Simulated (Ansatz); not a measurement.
System: SrO, space group R3m (No. 160) (cell built by us, not taken from a database).

Input of the run:
```
crystal:
  lattice:
    - [1.796056928, 1.0369539509, 6.2509414532]
    - [-1.796056928, 1.0369539509, 6.2509414532]
    - [0.0, -2.0739079017, 6.2509414532]
  atoms:
    - { symbol: Sr, position: [0.124473511, 0.124473511, 0.124473511] }
    - { symbol: Sr, position: [0.9552933472, 0.9552933472, 0.9552933472] }
    - { symbol: O, position: [0.5404703612, 0.5404703612, 0.5404703612] }
    - { symbol: O, position: [0.3716242724, 0.3716242724, 0.3716242724] }
basis:
  ecutwfc: 420
kpoints:
  mp_grid: { grid: [6, 6, 6] }
hamiltonian:
  xc: pbe
scf:
  occupations: { method: fixed }
output:
  forces: true
  stress: true
  eigenvalues: true
  polarization: {}
elastic:
  mode: relaxed_ion
  stencil: two_point
```

Run as:
```bash
ansatz run input.yaml --threads 1 --pin off --max-ram 2560MiB --backend cpu --events-out ev --progress --plain --runs-dir out
```

How it was computed, with Ansatz 0.2.0: elastic stress-strain coefficients at zero temperature from small strains of the given cell, Voigt order xx yy zz yz xz xy, Cartesian axes of the cell vectors; plane waves with PAW datasets, Γ-centred k mesh. Level: PBE, no spin polarisation.

wave cutoff 420 eV; k mesh 6×6×6; occupations fixed; ions relaxed; strain amplitude 0.002.

Predict the Young's modulus as a surface whose radius and colour give its value in each direction.

Over all directions E runs from 40 to 202 GPa, a ratio of 5.0, a strong anisotropy. E is 127 GPa along x, 127 GPa along y and 202 GPa along z, and 43 GPa along the body diagonal x + y + z. The Hill averages are K = 81 GPa and G = 32 GPa, Poisson's ratio 0.33; K/G = 2.53.

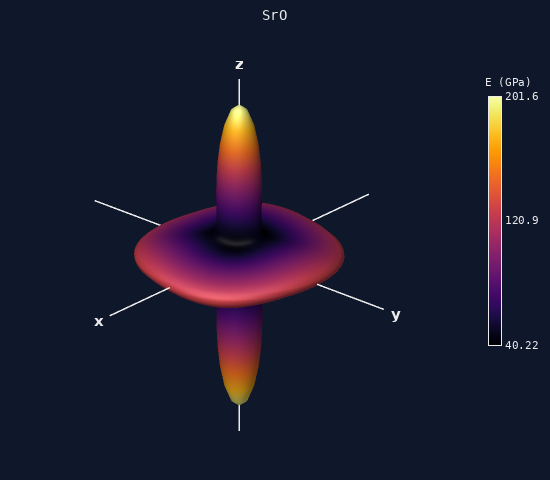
